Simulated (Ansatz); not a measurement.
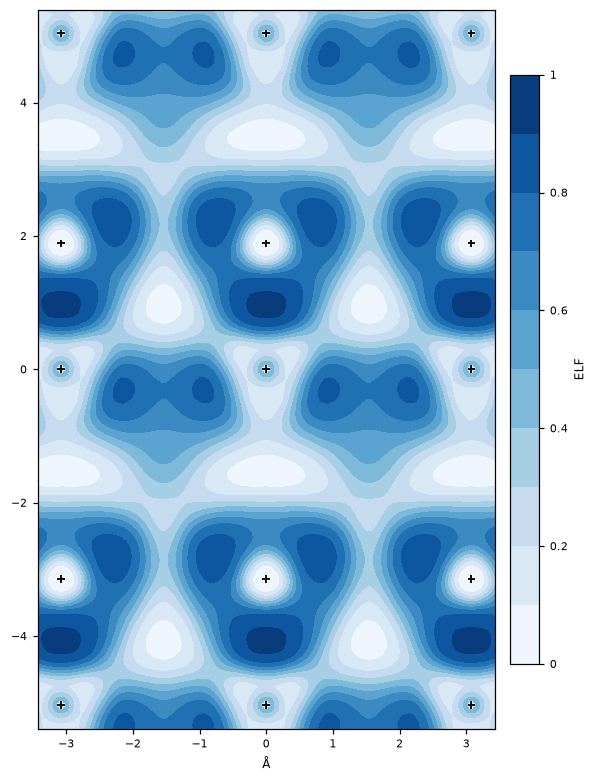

The ELF on a plane through atoms (crosses mark nuclei in the plane).

Level of theory: Ansatz 0.2.0, DFT, PBE, plane waves, PAW.

Candidates:
A. SiC, a = 3.08 Å, b = 3.08 Å, c = 10.08 Å, α = 90.00°, β = 90.00°, γ = 120.00°. Space group P6₃mc; started from the 4H polytype prototype, which need not be the ambient phase; computed pressure about 4 GPa in this cell.
B. WSe$_{2}$, a = 5.00 Å, b = 5.00 Å, c = 11.75 Å, α = 90.00°, β = 90.00°, γ = 90.00°. Space group I4₁/amd; started from the anatase prototype, which need not be the ambient phase.
C. Ga$_{2}$O$_{3}$, a = 4.98 Å, b = 4.98 Å, c = 13.44 Å, α = 90.00°, β = 90.00°, γ = 120.00°. Space group R-3c; started from the corundum prototype, which need not be the ambient phase; computed pressure about 9 GPa in this cell.

Which candidate gave the map?

Answer. Candidate A: SiC on the (010) plane of the conventional cell, which holds Si and C. Si–C (1.89 Å): the ELF peaks at about 0.95 between the atoms: a shared electron pair.
